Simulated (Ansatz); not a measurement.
# Monolayer PtSe2: simulated STM

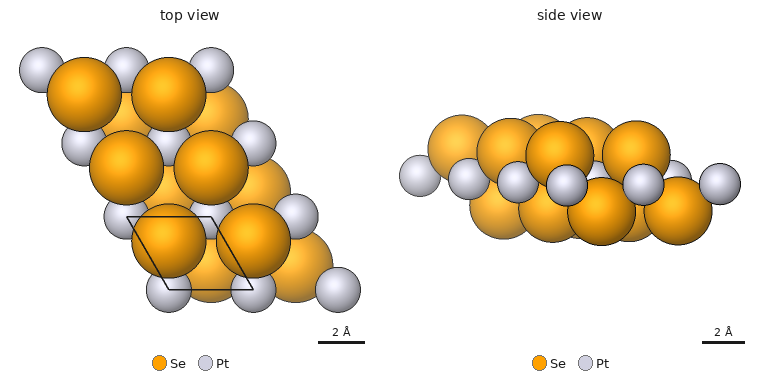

The relaxed structure from above and from the side.

The calculation used DFT PBE+D3(BJ), scalar-relativistic, plane waves, PAW in Ansatz. Cutoff 420 eV, 27 × 27 k-points, Gaussian smearing 0.05 eV, dipole correction. No spin polarisation. Spin–orbit coupling is left out; with Pt it can shift levels and gaps. The run warns that the functional's potential is rough in the thin density of the vacuum, where the tip is; weak contrasts and barriers may feel it.

Tersoff–Hamann simulation (s-wave tip); biases are sample biases. Zero bias is put in the middle of the gap by convention. Bias windows are sharp sums over the levels of the k mesh.

```yaml
crystal:
  lattice:
    - [3.70719, 0.00000, 0.00000]
    - [-1.85360, 3.21052, 0.00000]
    - [0.00000, 0.00000, 22.64886]
  atoms:
    - { symbol: Se, position: [0.66667, 0.33333, 0.44152] }
    - { symbol: Pt, position: [0.00000, 0.00000, 0.50000] }
    - { symbol: Se, position: [0.33333, 0.66667, 0.55848] }
```

The last single point, restarted from the relaxation's density, took 60 s on 1 thread of Intel(R) Xeon(R) Platinum 8488C (Sapphire Rapids) (shared host), peak memory 0.88 GiB.

### 1. One image

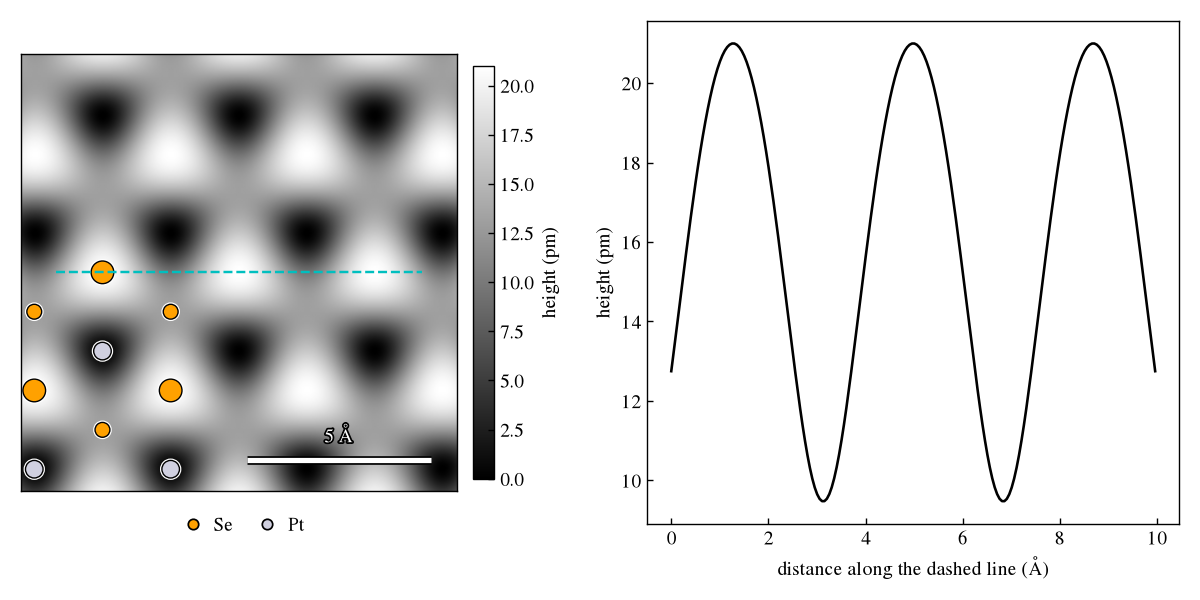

Constant-current image at a set point of 2.2 × 10⁻⁴ e/Å³ of this surface, sample bias +1.30 V. The atoms seen from above are drawn over one corner (deeper ones smaller). The right panel is the profile along the dashed line.

Which atoms or sites appear bright, which dark, and how strong is the contrast?

Answer. The brightest spots lie over the top Se atoms; the darkest points are over the Pt atoms 1.3 Å below the top plane. The corrugation is 21 pm at a mean tip height of 3.0 Å.

### 2. Approach curves

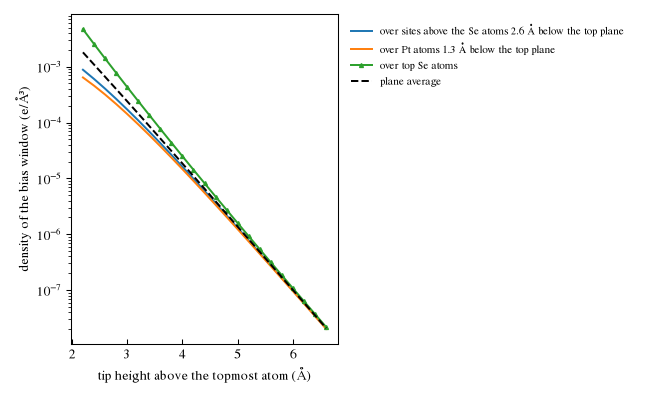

Approach curves over this surface at a sample bias of −1.90 V.

How fast does the current decay, and what apparent barrier height does that imply?

Answer. Near 4 Å the plane average falls as exp(−2.59 z/Å), a factor of 13 per ångström, which gives an apparent barrier of 6.4 eV (0.952 eV Å² times the slope squared). The vacuum level lies 4.97 eV above zero bias. The highest filled states lie 5.65 eV under it. The apparent barrier is above 5.65 eV. At 4 Å the 0.27 eV of states nearest the highest filled state carry 35 % of the density.

### 3. Barrier map

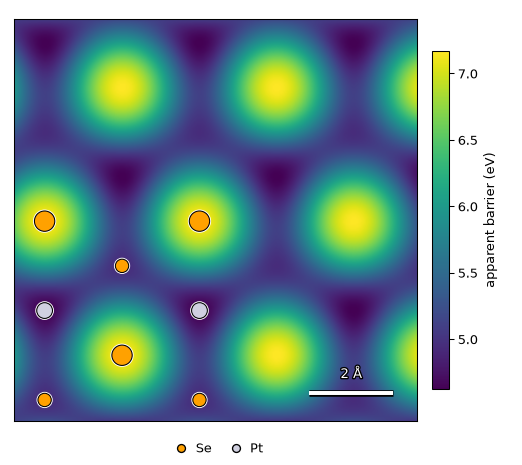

Map of the apparent barrier height, 0.952 eV Å² × (d ln I/dz)², 3.4 Å above this surface at −0.95 V; lighter colours are higher.

Where is the apparent barrier highest and lowest, and over what range?

Answer. It is highest, 7.2 eV, over the top Se atoms, and lowest, 4.6 eV, over the Pt atoms 1.3 Å below the top plane. The vacuum level lies 4.97 eV above zero bias, 5.65 eV above the highest filled states. The high values lie on or round the bright spots: there the density falls fastest, as the corrugation dies out with height.

### 4. Bias series

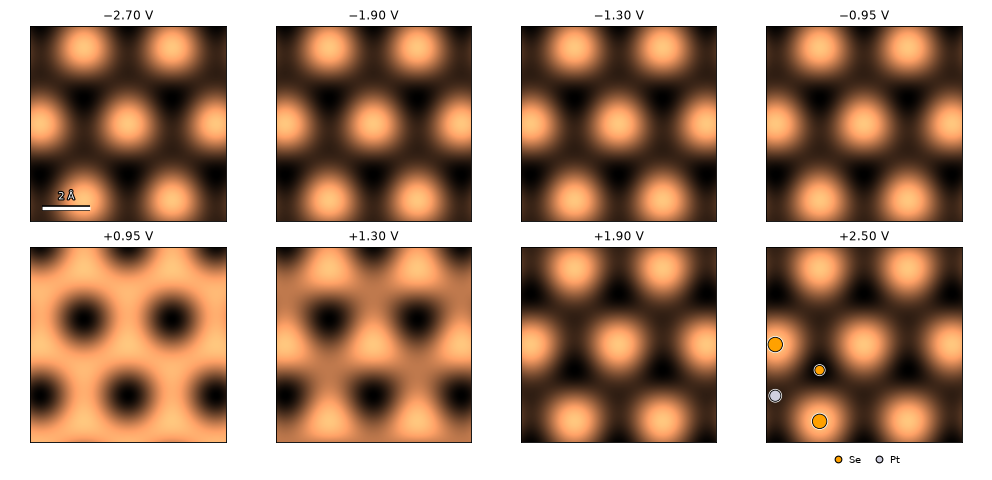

Constant-height images of this surface at 8 sample biases, each on its own colour scale; the last has the atoms seen from above drawn over one corner (deeper ones smaller).

How do the images change with bias?

Answer.
```
   bias  height (Å)  bright/dark                                                       brightest over
−2.70 V         4.0          1.8                                                         top Se atoms
−1.90 V         4.0          1.7                                                         top Se atoms
−1.30 V         4.0          1.5                                                         top Se atoms
−0.95 V         4.0          1.5                                                         top Se atoms
+0.95 V         4.0          1.1  top Se atoms and sites above the Se atoms 2.6 Å below the top plane
+1.30 V         4.0          1.2                                                         top Se atoms
+1.90 V         4.0          1.5                                                         top Se atoms
+2.50 V         4.0          1.5                                                         top Se atoms
```

The weakest contrasts here depend on the k mesh and on the tip.

On its k mesh the sheet has a gap of 1.36 eV, inside which this model gives no current; semilocal functionals usually make such gaps too small.
